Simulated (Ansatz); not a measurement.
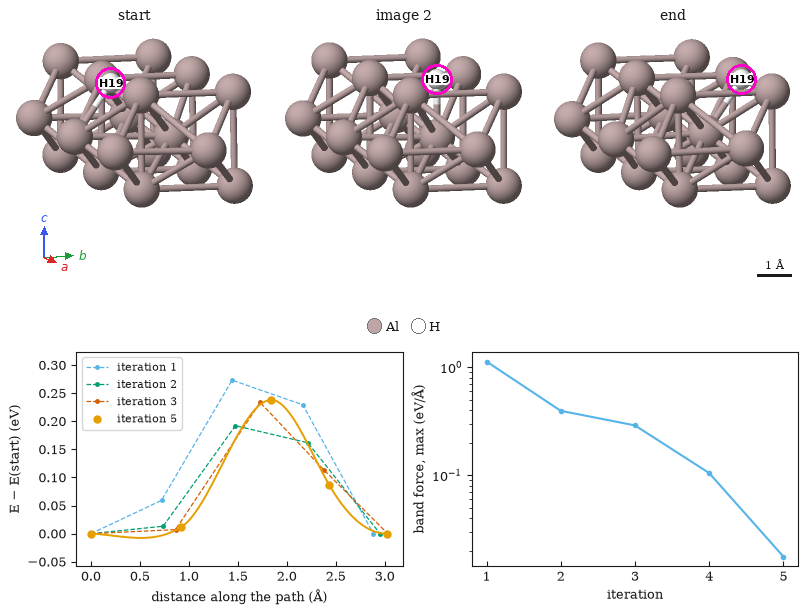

NEB run on H on Al(110) (19 atoms in the cell). Images are numbered from 0 (start) to 4 (end). The plot follows the band through its iterations. The picture is a ball-and-stick view of the simulation cell, with the vacuum cut short (origin moved), seen slightly off an axis. The moving atom is ringed, with any periodic copies. Bonds to atoms that aren't drawn are left out.

Theory: Ansatz, DFT LDA, scalar-relativistic, plane waves, PAW. Settings: plane-wave cutoff 300 eV; k-point mesh 2 × 4 × 1; Gaussian smearing 0.1 eV; 6 atoms held fixed; 3 movable images; climbing image; force threshold 0.05 eV/Å; iteration limit 50.

Q: How did the profile develop, and is the result final?

A: The run is converged, with reservations. The band converged in 5 iterations. The largest component of the band force went from 1.1 to 0.018 eV/Å. The climbing image converged on the top of the path. Its curvatures weren't checked. The plane-wave cutoff is below what these potentials need, so energies and forces are off. The first iteration put the highest image at 0.273 eV. The two ends have the same energy, and the highest point, image 2, lies 0.238 eV above the start.

Limits of the set-up: the cutoff lies below the recommended one; the periodic images lie only 5.7 Å apart, so the values are limited by the cell's size.

Cost: 2 min on 2 threads of Intel(R) Xeon(R) CPU @ 2.60GHz (Ice Lake), on a shared host, peak memory 1.2 GiB.

PAW datasets: the set soft_1.
